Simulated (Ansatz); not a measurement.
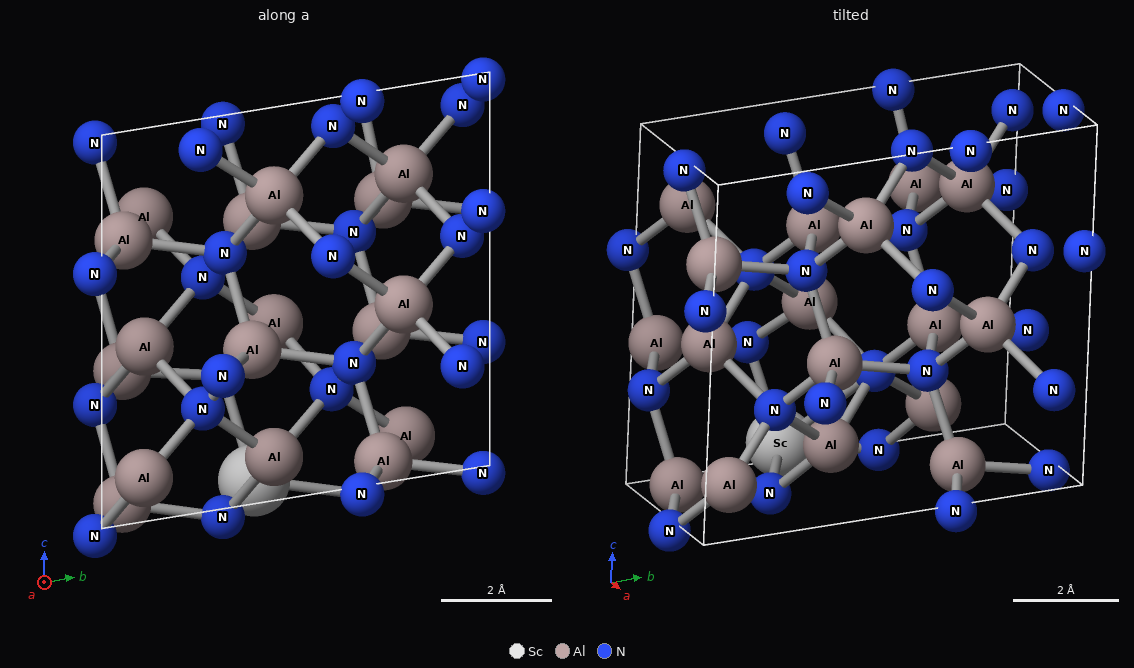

Shown here is a ball-and-stick view of the crystal, taken along the a axis and slightly off an axis. The outline marks the simulation cell.

ScAl₁₇N₁₈, space group R3m (No. 160), a = 7.34 Å, b = 7.34 Å, c = 7.34 Å, α = 79.00°, β = 79.00°, γ = 79.00°.

Setup: Ansatz, DFT PBEsol, scalar-relativistic, plane waves, PAW; an energy cutoff of 420 eV, 2×2×2 k-mesh, Gaussian smearing of 0.02 eV, no spin polarisation.

Q: Metal or not?

A: An insulator at this level, with a gap of 4.76 eV on the k-mesh (the true edges may lie between mesh points, so the gap can be somewhat smaller).

It goes back to a structure listed in the Materials Project, repeated into a supercell with a point defect put in. The atoms were relaxed in a fixed cell with Ansatz, DFT PBEsol, scalar-relativistic, plane waves, PAW.
